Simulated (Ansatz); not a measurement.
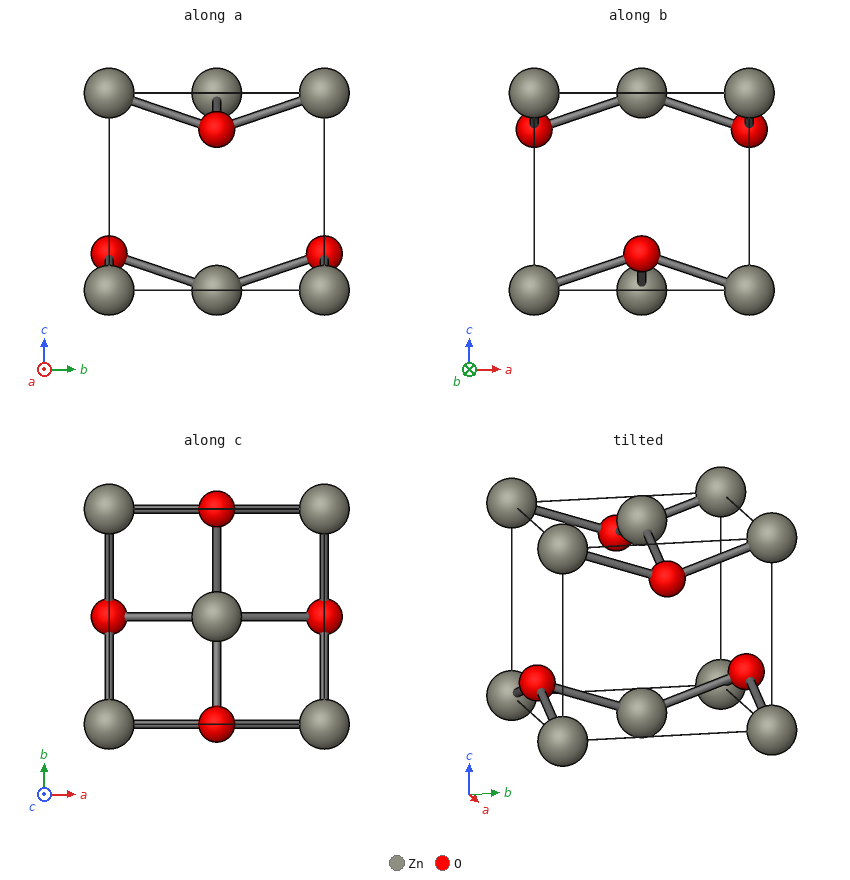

Ball-and-stick drawing of the structure, looking along the a axis, along the b axis, along the c axis and slightly off an axis. Lines trace the edges of the conventional unit cell.

Lattice parameters: a = 3.848 Å, b = 3.848 Å, c = 3.526 Å, α = 90.00°, β = 90.00°, γ = 90.00°. Put a along x and b in the xy plane.

### Put the structure into a POSCAR file, with free fractional coordinates to two decimals.

```
Zn O
1.0
     3.848    0.000    0.000
     0.000    3.848    0.000
     0.000    0.000    3.526
Zn O
2 2
Direct
  0.50 0.50 0.00
  0.00 0.00 0.00
  0.50 0.00 0.18
  0.00 0.50 0.82
```

It goes back to a random cell made by a generator, so it need not be a real form of the compound. The picture shows the end point of a geometry optimisation with DFT PBE, scalar-relativistic, plane waves, PAW in Ansatz 0.2.0.
